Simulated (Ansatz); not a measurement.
## InSe: single-point calculation

The run: single-point calculation of InSe (P6₃/mmc, 8 atoms in the cell). Method and program: DFT, PBE, dispersion d3bj, plane waves, PAW, no spin polarisation (Ansatz 0.2.0).

The structure derives from an entry of the Crystallography Open Database.

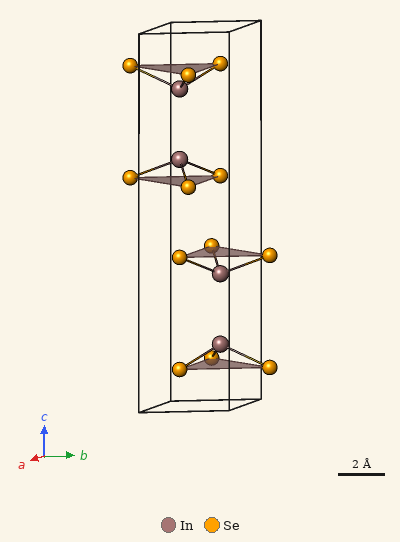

Fig. 1: The input geometry (polyhedral view of the cell of the calculation, seen slightly off an axis; polyhedra are completed across the faces of the cell).

### Key numbers

| quantity | value |
| --- | --- |
| outcome | converged |
| space group (tolerance 0.01 Å) | P6₃/mmc (194) |
| electrons treated | 116 |
| free energy | −44263.8590 eV |
| Fermi energy | 7.359 eV |
| gap on the k-point mesh | none (metallic) |
| pressure | 6.65 GPa |
| largest force (length of the vector) | 2.907 eV/Å |
| hardware | 2 threads of Intel Xeon @ 2.50GHz (Skylake/Cascade Lake), 189 GiB of memory available, shared host |
| wall time | 27 s (CPU time 9 s; the host was busy) |
| peak memory | 0.45 GiB |

### Notes

These settings are looser than, or depart from, a standard set-up, so the numbers are not reference values for this system. The k-point mesh is coarse (a preliminary or cheap run), so energies and forces are approximate. The program warns: the cutoff is below the recommended one.

### Input
```yaml
crystal:
  lattice:
    - [4.05, 0.0, 0.0]
    - [-2.025, 3.5074028853, 0.0]
    - [0.0, 0.0, 16.93]
  atoms:
    - { symbol: In, position: [0.3333333333, 0.6666666667, 0.157] }
    - { symbol: In, position: [0.6666666667, 0.3333333333, 0.657] }
    - { symbol: In, position: [0.3333333333, 0.6666666667, 0.343] }
    - { symbol: In, position: [0.6666666667, 0.3333333333, 0.843] }
    - { symbol: Se, position: [0.3333333333, 0.6666666667, 0.602] }
    - { symbol: Se, position: [0.6666666667, 0.3333333333, 0.102] }
    - { symbol: Se, position: [0.3333333333, 0.6666666667, 0.898] }
    - { symbol: Se, position: [0.6666666667, 0.3333333333, 0.398] }
basis:
  ecutwfc: 240.0
kpoints:
  mp_grid: { grid: [6, 6, 1] }
hamiltonian:
  xc: pbe
  dispersion: d3bj
scf:
  occupations: { method: gaussian, width: 0.1 }
output:
  forces: true
  stress: true
  eigenvalues: true
```

Launch command:
```bash
ansatz run input.yaml --threads 2 --pin off --max-ram 5120MiB --backend cpu --events-out ev --progress --plain --runs-dir out
```

### Output
```
Warning: basis.ecutwfc = 240 eV is below the records' recommended 420 eV, and the density's cutoff is lower with it unless basis.ecutrho_ratio is high enough to keep the records' density cutoff: compare with a run at a higher cutoff
Engine: ansatz 0.2.0, x86_64-unknown-linux-gnu
Pseudopotentials: kind: paw
Pseudopotential: In, paw, valence charge 13, recommended cutoff 420 eV (normal), In.paw.azcp
Pseudopotential: Se, paw, valence charge 16, recommended cutoff 420 eV (normal), Se.paw.azcp
Functional definition: PBE
  parameter kappa = 0.804
  parameter beta = 0.06672455060314922
  exchange = pbe_x(kappa = kappa, mu = beta*pi^2/3)
  correlation = pbe_c(beta = beta)
Crystal: 8 atoms, lattice volume = 240.490 Å³
Basis set: ecut = 240 eV, 2023 PW (Γ), exchange–correlation on 48×48×180 points (8 copies of the dense FFT grid, shifted against one another)
Bands: 70, of which v1, the nominal top of the filled ones, is band 58 counted from 1 (57 counted from 0)
Symmetry: 24 space group operations
Space group: P63/mmc (ITA 194), of the structure as read, at distance tolerance 6.2e-5 Å
k-points: 7 of 36
Non-local potential: In, projectors of the file, l = 0: 2, l = 1: 2, l = 2: 2, l = 3: 2
Non-local potential: Se, projectors of the file, l = 0: 2, l = 1: 2, l = 2: 3, l = 3: 1
PAW form: soft (Blöchl's): semilocal exchange-correlation on the pseudo side does not see the compensation charge
PAW one-centre angular grid: In, 590 points (default); XC on 64 Gauss nodes
PAW one-centre angular grid: Se, 590 points (default); XC on 64 Gauss nodes
Initial density: superposition of atomic densities (neutral atoms: chi_scale 0, normalization atom), corrected by the library's trained network
Initial wavefunctions: pseudopotential atomic-orbital guess
Functional: x = pbe(κ = 0.804, μ = 0.2195149727645171), c = pbe(β = 0.06672455060314922)
SCF iter   1: F=—  HF=-44264.374457 eV  |F-HF|=—  |Δ(HF+E_count)|=         —  Δρ=1.88e-2  dr2=3.59e-1  ethr=1.77e-3  ⟨swp⟩=6.1  Hψ=1718  notcnv=0
preconditioner: auto → LDOS  [insulator: Δε(μ)=0.498 eV  Ē_g=14.214 eV  σ=0.100 eV  W_gap=0.83  n_scr=66 (ndim 8)  ℏωp=20.9 eV  f_vac=0.144  D(μ)=1.24/eV (n_scr^D=4)  ε∞_Penn≈3.2  β→1.0]
SCF iter   2: F=—  HF=-44264.125422 eV  |F-HF|=—  |Δ(HF+E_count)|=   2.49e-1  Δρ=1.32e-2  dr2=3.91e-1  ethr=3.10e-4  ⟨swp⟩=2.1  Hψ=1008  notcnv=0  defer=50
SCF iter   3: F=—  HF=-44263.862269 eV  |F-HF|=—  |Δ(HF+E_count)|=   2.63e-1  Δρ=1.69e-3  dr2=8.95e-3  ethr=3.10e-4  ⟨swp⟩=2.0  Hψ=880  notcnv=0  defer=50
SCF iter   4: F=—  HF=-44263.859543 eV  |F-HF|=—  |Δ(HF+E_count)|=   2.73e-3  Δρ=4.32e-4  dr2=1.84e-3  ethr=7.72e-6  ⟨swp⟩=2.0  Hψ=707  notcnv=0  defer=29
automatic band count: iteration 4 solves 67 bands in place of 70: the levels show a gap, and the empty bands left out lie too high to hold charge; the band table lists the bands solved (type scf.n_extra_bands for more)
SCF iter   5: F=—  HF=-44263.859071 eV  |F-HF|=—  |Δ(HF+E_count)|=   4.72e-4  Δρ=1.01e-4  dr2=2.02e-5  ethr=1.59e-6  ⟨swp⟩=2.1  Hψ=674  notcnv=0  defer=29
SCF iter   6: F=—  HF=-44263.858957 eV  |F-HF|=—  |Δ(HF+E_count)|=   1.14e-4  Δρ=2.48e-5  dr2=2.96e-6  ethr=1.74e-8  ⟨swp⟩=2.1  Hψ=756  notcnv=0  defer=29
SCF iter   7: F=—  HF=-44263.858956 eV  |F-HF|=—  |Δ(HF+E_count)|=   5.93e-7  Δρ=7.94e-6  dr2=1.66e-7  ethr=2.55e-9  ⟨swp⟩=2.0  Hψ=707  notcnv=0  defer=29
SCF iter   8: F=-44263.858956 eV  HF=-44263.858956 eV  |F-HF|=6.27e-9  |Δ(HF+E_count)|=   4.86e-8  Δρ=2.03e-6  dr2=8.58e-9  ethr=8.62e-11  ⟨swp⟩=9.0  Hψ=1535  notcnv=0
SCF 1 converged in 8 iterations: F = -44263.858956 eV  dr2 = 8.58e-9
  greatest PAW one-centre occupation: 1.009 electrons in one spin orbital (limit 2), on the In atom at site 3 (counted from 0), in its partial waves of l = 2
```

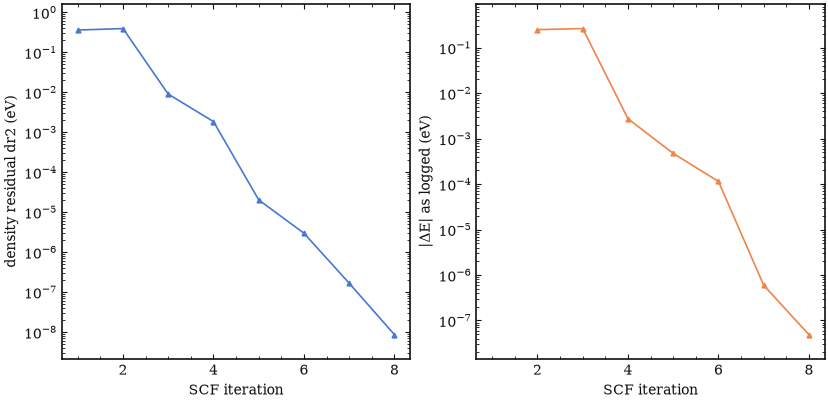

Fig. 2: Convergence of the self-consistent field: density residual dr2 and size of the energy change against the SCF iteration. The residual falls almost steadily, with no more than small rises.

```
SCF converged after 8 iterations
Free energy (F): -44263.858956 eV
Harris-Foulkes:  -44263.858956 eV  (|F-HF|=6.27e-9)
Internal energy: -44263.852753 eV  (E = F + TS)
E sigma→0 (E₀):  -44263.855855 eV
Entropy (-TS):   -0.006203 eV (-0.775 meV/atom)
Fermi energy:    7.359438 eV
--- Per-component energies (eV) ---
  E_band       = -1934.836455
  E_kinetic    = 1500.924383
  E_local      = -16632.227285  (includes V_loc(G=0)·N_el)
  E_nonlocal   = -903.775372
  E_hartree    = 7672.205413
  E_xc         = -1290.969966
  E_vxc        = -805.078932  (∫ρ·V_xc dr)
  E_paw        = -24301.444089  (= ΣΔE_a)
  E_vpaw       = -439.012495  (= ΣTr[D̂ρ^β])
  E_aug_tail   = -0.079689  (compensation charges beyond the density's cutoff)
  E_ewald      = -10306.179457
  E_disp       = -2.306691  (pairwise vdW)
  E_smearing   = -0.006203  (= −TS)
  E_closure    = 0.000000  (closes the sum)
  Σ components = -44263.858956   (vs F -44263.858956, Δ=0.00e0)
--- Forces (eV/Å), atoms counted from 1 ---
  atom   1  In     0.00000000    -0.00000000     2.90714597
  atom   2  In    -0.00000000     0.00000000     2.90714597
  atom   3  In     0.00000000    -0.00000000    -2.90714597
  atom   4  In    -0.00000000     0.00000000    -2.90714597
  atom   5  Se     0.00000000    -0.00000000    -2.04757366
  atom   6  Se     0.00000000     0.00000000    -2.04757366
  atom   7  Se    -0.00000000    -0.00000000     2.04757366
  atom   8  Se     0.00000000     0.00000000     2.04757366
  max |Σ_I F_I| component: 1.97e-17 eV/Å
--- Stress (GPa, compression-positive) ---
        9.833508      -0.000000       0.000000
        0.000000       9.833508       0.000000
        0.000000       0.000000       0.297451
  P = ⅓ Tr σ = 6.6548 GPa (66.548 kbar)
--- Band table (eV; the first three rows and the last of 7) ---
  k-point 0: bands = ["-41.8019", "-41.8019", "-41.7979", "-41.7979", "-41.7951", "-41.7951", "-41.7874", "-41.7874", "-41.7306", "-41.7306", "-41.7196", "-41.7196", "-41.7161", "-41.7161", "-41.7090", "-41.7090", "-41.6904", "-41.6848", "-41.6802", "-41.6769", "-8.1247", "-8.1011", "-8.0582", "-8.0424", "-8.0119", "-8.0119", "-8.0102", "-8.0102", "-8.0064", "-8.0064", "-8.0003", "-8.0003", "-7.8404", "-7.8404", "-7.8198", "-7.8198", "-7.7931", "-7.7931", "-7.7724", "-7.7724", "-6.8111", "-6.6883", "-6.6880", "-6.5435", "1.5783", "1.9149", "3.0677", "3.7600", "5.0555", "5.0555", "5.1075", "5.1075", "5.1540", "5.1540", "5.2098", "5.2098", "5.9906", "6.9671", "7.2794", "7.7654", "8.6283", "8.9866", "11.2431", "11.2431", "11.3806", "11.3806", "11.8990"]
  k-point 1: bands = ["-41.8016", "-41.8006", "-41.7999", "-41.7984", "-41.7930", "-41.7921", "-41.7911", "-41.7899", "-41.7256", "-41.7209", "-41.7192", "-41.7183", "-41.7147", "-41.7139", "-41.7130", "-41.7119", "-41.6888", "-41.6876", "-41.6753", "-41.6721", "-8.2634", "-8.2576", "-8.2337", "-8.2171", "-8.0097", "-7.9936", "-7.9746", "-7.9654", "-7.9485", "-7.9363", "-7.8523", "-7.8442", "-7.8382", "-7.8356", "-7.8272", "-7.8201", "-7.7847", "-7.7813", "-7.7808", "-7.7740", "-6.5495", "-6.4384", "-6.4325", "-6.3035", "1.6458", "1.7797", "2.9250", "2.9622", "3.7003", "3.8704", "4.0760", "4.6931", "4.7326", "4.7714", "4.8137", "4.8947", "6.6625", "7.2847", "8.3405", "8.7079", "9.3269", "9.6164", "10.6909", "10.9561", "11.1995", "11.5448", "11.8130"]
  k-point 2: bands = ["-41.8160", "-41.8079", "-41.8071", "-41.8068", "-41.8047", "-41.8034", "-41.7993", "-41.7972", "-41.7228", "-41.7207", "-41.7177", "-41.7157", "-41.7157", "-41.7104", "-41.7088", "-41.7087", "-41.6951", "-41.6944", "-41.6867", "-41.6845", "-8.4148", "-8.4059", "-8.3924", "-8.3838", "-7.9825", "-7.9761", "-7.9710", "-7.9644", "-7.9037", "-7.8995", "-7.8807", "-7.8621", "-7.8256", "-7.8236", "-7.8173", "-7.8056", "-7.7848", "-7.7637", "-7.7582", "-7.7353", "-5.9524", "-5.8737", "-5.8599", "-5.7793", "0.8025", "0.9307", "1.2929", "1.4380", "3.2463", "3.8798", "4.0196", "4.1073", "4.2131", "4.2454", "4.3579", "4.8138", "6.5181", "6.7183", "8.6358", "8.6778", "8.8235", "9.0825", "10.5575", "11.0848", "11.3600", "11.6633", "12.4082"]
  k-point 6: bands = ["-41.8117", "-41.8096", "-41.8096", "-41.8075", "-41.8071", "-41.8029", "-41.8029", "-41.7967", "-41.7303", "-41.7255", "-41.7255", "-41.7222", "-41.7194", "-41.7132", "-41.7132", "-41.7026", "-41.7001", "-41.7001", "-41.6830", "-41.6830", "-8.4792", "-8.4792", "-8.4747", "-8.4747", "-7.9990", "-7.9888", "-7.9404", "-7.9177", "-7.8952", "-7.8952", "-7.8736", "-7.8736", "-7.8549", "-7.8494", "-7.8317", "-7.8053", "-7.7865", "-7.7865", "-7.7024", "-7.7024", "-5.3669", "-5.3669", "-5.3333", "-5.3333", "0.2992", "0.2992", "0.7267", "0.7267", "2.3675", "2.5377", "2.5605", "2.7484", "4.4471", "4.4471", "4.8376", "4.8376", "6.1181", "6.1181", "9.5316", "9.7133", "9.7133", "10.0274", "11.3610", "11.3610", "11.4269", "12.4345", "12.4345"]
```
